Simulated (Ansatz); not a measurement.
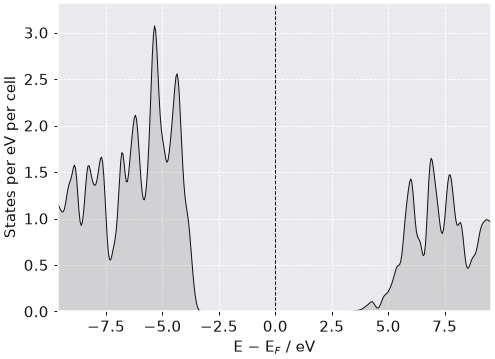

Density of states. Energies are counted from the Fermi level. The curve is built from the levels of the k mesh with Gaussians 0.3 eV wide, which also blur the band edges.

This input was run:

```
crystal:
  lattice:
    - [2.6702804455, -2.6e-09, 0.0]
    - [-1.3351402205, 2.3125307023, 0.0]
    - [0.0, 0.0, 4.5434558178]
  atoms:
    - { symbol: Si, position: [0.0, 0.0, 0.0] }
    - { symbol: O, position: [0.6666666667, 0.3333333333, 0.8012945657] }
    - { symbol: O, position: [0.3333333333, 0.6666666667, 0.1987054343] }
kpoints:
  mp_grid: { grid: [12, 12, 6] }
  band_path:
    path:
      - [0.0, 0.0, 0.0]
      - [0.5, 0.0, 0.0]
      - [0.3333333333, 0.3333333333, 0.0]
      - [0.0, 0.0, 0.5]
      - [0.5, 0.0, 0.5]
      - [0.3333333333, 0.3333333333, 0.5]
    npoints: 1
hamiltonian:
  xc: r2scan
  dispersion: rvv10
scf:
  occupations: { method: fermi_dirac, width: 0.03 }
  n_extra_bands: 4
output:
  forces: true
  stress: true
  eigenvalues: true
```

Launched with:
```bash
ansatz run input.yaml --threads 2 --pin off --max-ram 2211MiB --backend cpu --events-out ev --progress --plain --runs-dir out
```

Metal or insulator, going by the density of states?

Answer. There is a gap; over the k points computed it is 7.22 eV (indirect; the smallest direct gap is 7.49 eV).

Where is the tallest peak of the filled states in the window?

Answer. Within the window shown, the tallest peak of the filled states lies 1.7 eV under the valence-band top, at about 3.1 states per eV and cell.
